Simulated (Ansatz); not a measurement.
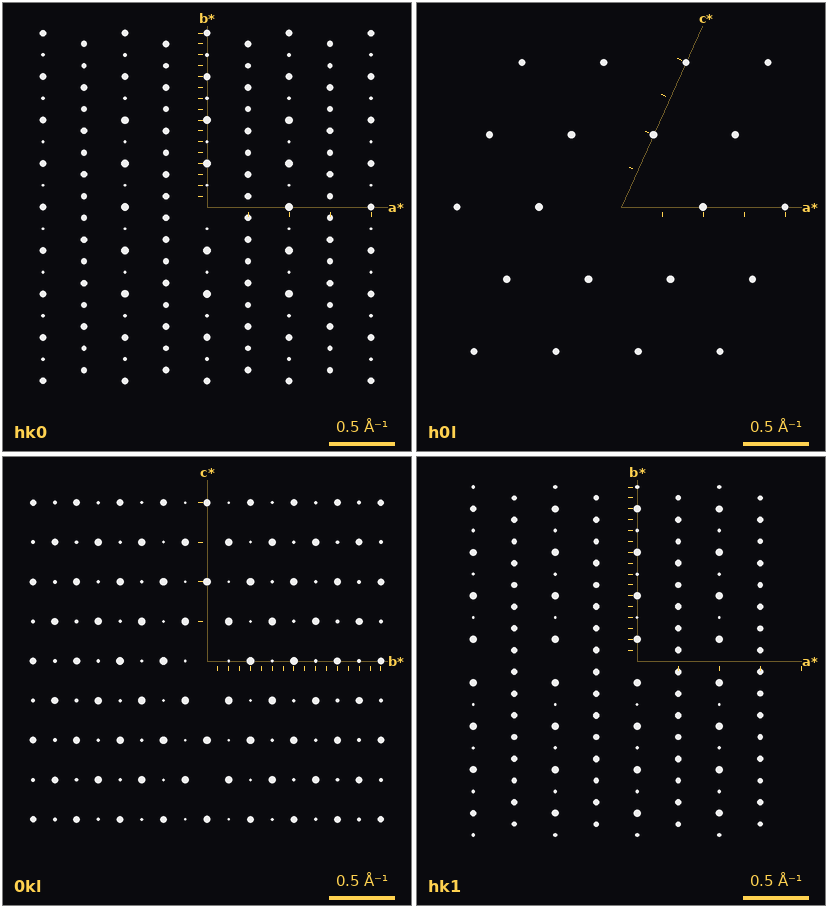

Four undistorted layers of reciprocal space, calculated for a single crystal (neutrons, kinematic |F|², B = 0.5 Å²). Tick marks count the reciprocal lattice steps of the conventional cell along each axis.

### What cell do the layers give?

a* = 0.316, b* = 0.084, c* = 0.305 Å⁻¹, β* = 65.8°; the cell is monoclinic with a = 3.47 Å, b = 11.94 Å, c = 3.59 Å, β = 114.21°.

### List the systematic absences.

Reflections are present only under these conditions. hkl: h + k = 2n; hk0: h + k = 2n; h0l: h = 2n, l = 2n; 0kl: k = 2n; h00: h = 2n; 0k0: k = 2n; 00l: l = 2n. The lattice is C-centred (C).

### Which space groups fit?

The intensities have Laue symmetry 2/m (the hk0 layer shows 2mm, hk1 shows m). With these conditions the candidates are Cc (No. 9), C2/c (No. 15). Diffraction geometry alone does not choose among them; the structure has C2/c. The compound is Tl. Structure: the input geometry of an electronic-structure calculation (not necessarily at equilibrium); the starting structure was generated, so it need not be a known form of this composition.
